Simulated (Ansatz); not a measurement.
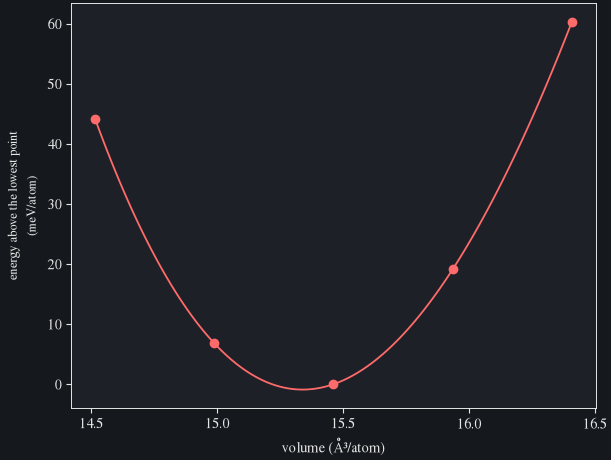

The plot gives the computed energy above the lowest point against volume for Mo, space group Im-3m (No. 229) (one of a set of cubic test structures, which need not be the stable phase).

How it was computed, with Ansatz 0.2.0 development build: equation of state of a cubic crystal from periodic Kohn-Sham density functional theory without spin, third-order Birch-Murnaghan fit to the free energies; pressure corrected for the finite basis. Level: HSE06.

```json
{"setting": "structure type", "value": "bcc"}
{"setting": "atoms in cell", "value": "1"}
{"setting": "space group number", "value": "229"}
{"setting": "lattice centring", "value": "body-centred primitive"}
{"setting": "k mesh", "value": "6×6×6"}
{"setting": "occupation method", "value": "Fermi–Dirac"}
{"setting": "occupation width", "value": "0.1 eV"}
{"setting": "wave cutoff", "value": "700 eV"}
{"setting": "datasets", "value": "hard PAW"}
{"setting": "density tolerance", "value": "0 eV"}
{"setting": "bands", "value": "11"}
{"setting": "density cutoff ratio", "value": "4"}
{"setting": "search for lower states", "value": "default"}
{"setting": "exchange singularity", "value": "regularized"}
```

From this curve and the settings, what does the calculation give for the pressure at the same points?

The pressure falls from 18.4 GPa at volume 14.52 Å³/atom to −17.3 GPa at 16.41 Å³/atom, and changes sign near 15.35 Å³/atom.

```json
{"volume (Å³/atom)": "14.52", "pressure (GPa)": "18.4"}
{"volume (Å³/atom)": "14.99", "pressure (GPa)": "7.2"}
{"volume (Å³/atom)": "15.46", "pressure (GPa)": "-2.3"}
{"volume (Å³/atom)": "15.94", "pressure (GPa)": "-10.4"}
{"volume (Å³/atom)": "16.41", "pressure (GPa)": "-17.3"}
```

Note: coarse k-mesh, values are not converged in k; pseudopotentials made with PBE, not this functional.
